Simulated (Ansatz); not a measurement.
The cell of SnO₂ (P4_2/mnm). Origin of the cell: the geometry relaxed with DFT, PBEsol, plane waves, PAW (Ansatz).

```xyz
6
Lattice="4.7692 0.0000 0.0000 0.0000 4.7692 0.0000 0.0000 0.0000 3.2120" Properties=species:S:1:pos:R:3 pbc="T T T"
Sn    0.0000    0.0000    0.0000
Sn    2.3846    2.3846    1.6060
O     1.4607    1.4607    0.0000
O     0.9239    3.8453    1.6060
O     3.3085    3.3085    0.0000
O     3.8453    0.9239    1.6060
```

Bond valence s = exp((R0 − d)/b), R0 fitted to published crystal structures with b = 0.37 Å, summed over all anions within 5 Å; R0 in Å: Sn4+–O 1.887.

Calculate the bond-valence sums (anions within 5 Å).

| site | x, y, z | formal valence | bond-valence sum | difference |
| --- | --- | --- | --- | --- |
| Sn1 | 0.000, 0.000, 0.000 | +4 | 3.75 | -0.25 |
| O1 | 0.306, 0.306, 0.000 | −2 | 1.87 | -0.13 |

The global instability index (root mean square of the differences over all atoms) is 0.18 v.u.: moderate strain, common in real structures.

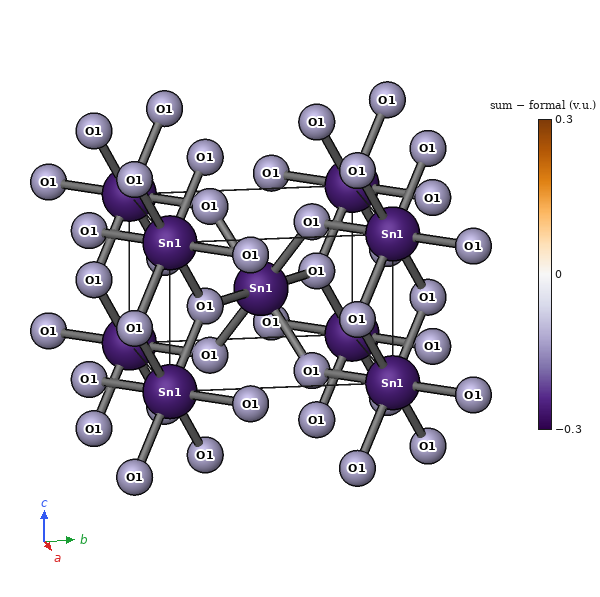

Atoms coloured by sum less the size of the formal valence, view slightly off an axis.
